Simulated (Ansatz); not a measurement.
**AgCl: density, localisation and related maps**

Input

```
crystal:
  lattice:
    - [3.433973, 0.0, 0.0]
    - [0.0, 3.433973, 0.0]
    - [0.0, 0.0, 3.36529354]
  atoms:
    - { symbol: Ag, position: [0.0, 0.0, 0.0] }
    - { symbol: Cl, position: [0.5, 0.5, 0.5] }
kpoints:
  mp_grid: { grid: [9, 9, 9] }
scf:
  occupations: { method: fermi_dirac, width: 0.01 }
hamiltonian:
  xc: pbe
  pseudopotentials: { kind: paw }
output:
  forces: true
  stress: true
  eigenvalues: true
  efg: { contact_densities: true }
  write_density: true
  write_potential: true
  elf: true
  volumetric_format: npy
```

Launched as:

```sh
ansatz run input.yaml --threads 1 --pin off --max-ram 3072MiB --backend cpu --events-out ev --progress --plain --runs-dir out
```

Below, planes, directions and counts refer to the conventional cell (a = 3.43 Å, b = 3.43 Å, c = 3.37 Å, α = 90.00°, β = 90.00°, γ = 90.00°).

Space group P4/mmm; a structure from a database of computed crystals, not necessarily the ambient phase; changed on purpose from its base cell (zz strain of -2 %, PAW files).

Computed with Ansatz 0.2.0, DFT, PBE, PAW with Ansatz's default frozen-core files, scalar-relativistic.

In a PAW calculation such maps are meaningful between the atoms, not at the nuclei.

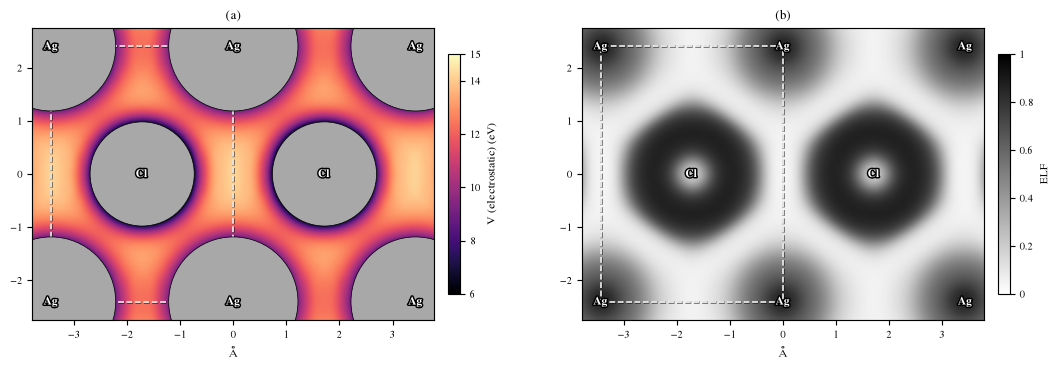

Figure 1. (a) electrostatic potential (local pseudopotential plus Hartree) felt by an electron; (b) ELF on the (101̄) plane of the conventional cell. Grey discs cover the atomic cores in the potential map.

### What do the fields say about this system?

The section cuts through Ag and Cl sites.
Ag–Cl (2.95 Å): the ELF peaks at about 0.85 in the valence shell of Cl, 0.8 Å from its nucleus, and drops to about 0.10 between the two atoms: no shared electron pair shows on this line.
The features right at Ag lie inside the PAW spheres, where the map follows smoothed inner orbitals and isn't to be read closely.
Outside the cores the potential energy rises away from the atoms and is highest about 1.7 Å from the nearest atoms; its zero is arbitrary.

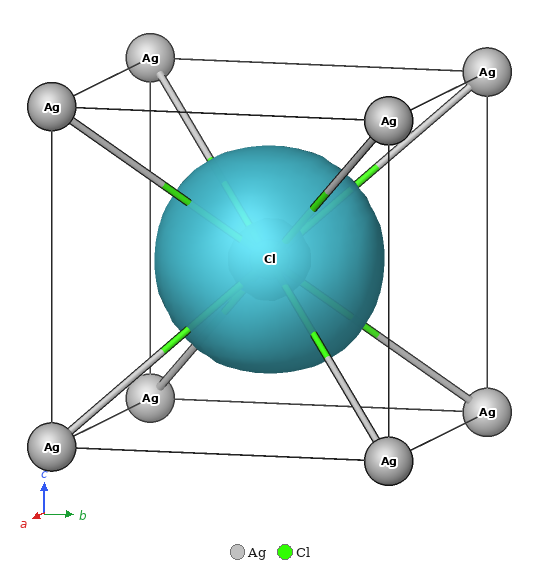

Figure 2. Isosurface of the ELF at 0.7 (cyan), seen slightly off an axis. Core shells and regions of very low density are left out. Sticks mark near contacts.

### Where are the electrons localised?

The surface consists of one region wrapped around Cl (its valence shell), counted in one cell of 2 atoms. Any copies at cell faces, edges or corners count once.

### Metal or insulator at this level of theory?

It is gapped, with a Kohn–Sham gap of 0.58 eV on the k-point mesh, an upper bound to the gap of this method.
